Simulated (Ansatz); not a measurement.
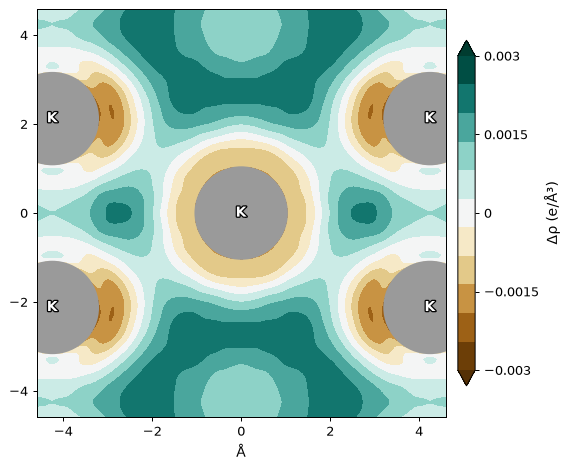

Figure. K. Deformation density (self-consistent density less superposed neutral spherical atoms): a map on the (001) plane of the conventional cell, with grey discs over the atomic cores. Cores are masked to 1.0 Å (K).

Space group Pm-3n. This isn't the usual form at ambient conditions. The cell comes from a database of computed structures, not from a measurement.

The calculation used Ansatz, DFT LDA, scalar-relativistic, plane waves, PAW.

In a PAW calculation such maps are meaningful between the atoms, not at the nuclei.

Input

```
crystal:
  lattice:
    - [8.49038117, 0.0, 0.0]
    - [0.0, 8.49038117, 0.0]
    - [0.0, 0.0, 8.49038117]
  atoms:
    - { symbol: K, position: [0.0, 0.0, 0.0] }
    - { symbol: K, position: [0.5, 0.25, 0.0] }
    - { symbol: K, position: [0.5, 0.75, 0.0] }
    - { symbol: K, position: [0.0, 0.5, 0.25] }
    - { symbol: K, position: [0.25, 0.0, 0.5] }
    - { symbol: K, position: [0.75, 0.0, 0.5] }
    - { symbol: K, position: [0.5, 0.5, 0.5] }
    - { symbol: K, position: [0.0, 0.5, 0.75] }
basis:
  ecutwfc: 420
  fft_grid_basis: typed
kpoints:
  mp_grid: { grid: [4, 4, 4] }
hamiltonian:
  xc: lda
  pseudopotentials: { kind: paw }
scf:
  occupations: { method: gaussian, width: 0.05 }
output:
  forces: true
  stress: true
  eigenvalues: true
  bader: true
  write_density: true
  volumetric_format: npy
  elf: true
```

Launched as:

```sh
ansatz run input.yaml --threads 2 --pin off --max-ram 4096MiB --backend cpu --events-out ev --progress --plain --runs-dir out
```

The picture shows the conventional cell (a = 8.49 Å, b = 8.49 Å, c = 8.49 Å, α = 90.00°, β = 90.00°, γ = 90.00°).

Q: Where does charge go when the atoms form this crystal?

A: Over the whole cell, outside the masked cores, the largest gain, 0.002 e/Å³, lies 2.9 Å from a potassium nucleus, and the largest loss, 0.002 e/Å³, lies 1.3 Å from a potassium nucleus.
In all about 0.06 e an atom is rearranged against the free atoms.
